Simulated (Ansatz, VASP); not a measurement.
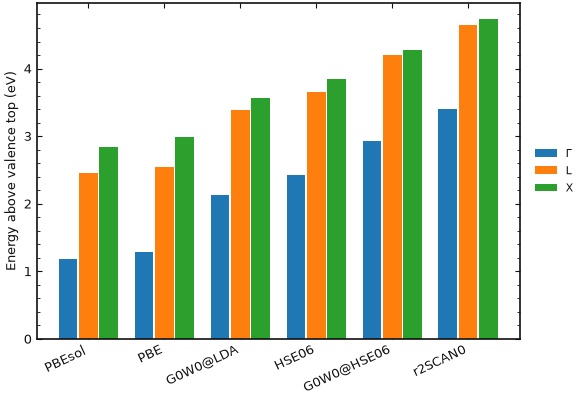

Lowest conduction level at each named k point, counted from the valence-band top at Γ, by several methods on one cell of zincblende ZnSe, space group F-43m, 2 atoms in the primitive cell, relaxed with r2SCAN; cubic a = 5.665 Å. All runs are without spin-orbit coupling and carry no moments.

Question: How do the methods rank at Γ?

Answer: From low to high: PBEsol 1.18, PBE 1.29, G0W0@LDA 2.13, HSE06 2.42, G0W0@HSE06 2.93, r2SCAN0 3.40 eV.

Question: Do the methods agree on which of these conduction levels is lowest?

Answer: Yes: all put it at Γ.

| method | program | Γ (eV) | L (eV) | X (eV) |
| --- | --- | --- | --- | --- |
| PBEsol | VASP | 1.18 | 2.45 | 2.84 |
| PBE | Ansatz | 1.29 | 2.55 | 2.99 |
| G0W0@LDA | Ansatz | 2.13 | 3.38 | 3.56 |
| HSE06 | Ansatz | 2.42 | 3.65 | 3.84 |
| G0W0@HSE06 | Ansatz | 2.93 | 4.20 | 4.27 |
| r2SCAN0 | Ansatz | 3.40 | 4.65 | 4.73 |

Settings. PBEsol: VASP PAW recommended PBE set, 8×8×8 k mesh, 520 eV cutoff, Gaussian smearing of 0.01 eV (VASP). PBE: Ansatz PAW set, 8×8×8 k mesh, 420 eV cutoff, Fermi-Dirac smearing of 0.02 eV (Ansatz 0.2.0). G0W0@LDA: LDA, Ansatz PAW set, 4×4×4 k mesh, 420 eV cutoff, fixed occupations (Ansatz 0.2.0), G0W0 with empty bands 170, screening cutoff 140 eV and frequency treatment contour deformation. HSE06: Ansatz PAW set, 6×6×6 k mesh, 420 eV cutoff, fixed occupations (Ansatz 0.2.0). G0W0@HSE06: HSE06, Ansatz PAW set, 6×6×6 k mesh, 420 eV cutoff, fixed occupations (Ansatz), G0W0 with empty bands 249, screening cutoff 180 eV and frequency treatment contour deformation. r2SCAN0: Ansatz PAW set, 6×6×6 k mesh, 500 eV cutoff, fixed occupations (Ansatz).

These are six of the 13 methods that were run on this cell. The runs come from different programs and meshes, which adds differences of its own. Spin-orbit coupling is left out, which matters for Se. PBEsol, G0W0@LDA, HSE06, G0W0@HSE06 and r2SCAN0: the PAW data sets were made with another functional. LDA, GGA and most meta-GGA functionals understate gaps. G0W0@LDA and G0W0@HSE06: the filled d shell of Zn makes GW gaps converge slowly, so they lie under their value at the basis limit. HSE06 and r2SCAN0: the k mesh is thin for exact exchange. G0W0@LDA: the k mesh is coarse, so the values aren't converged. G0W0@HSE06: the k mesh is thin for GW. The GW runs differ in bands or cutoffs. The GW values are at finite bands, cutoffs and mesh, short of the basis limit.
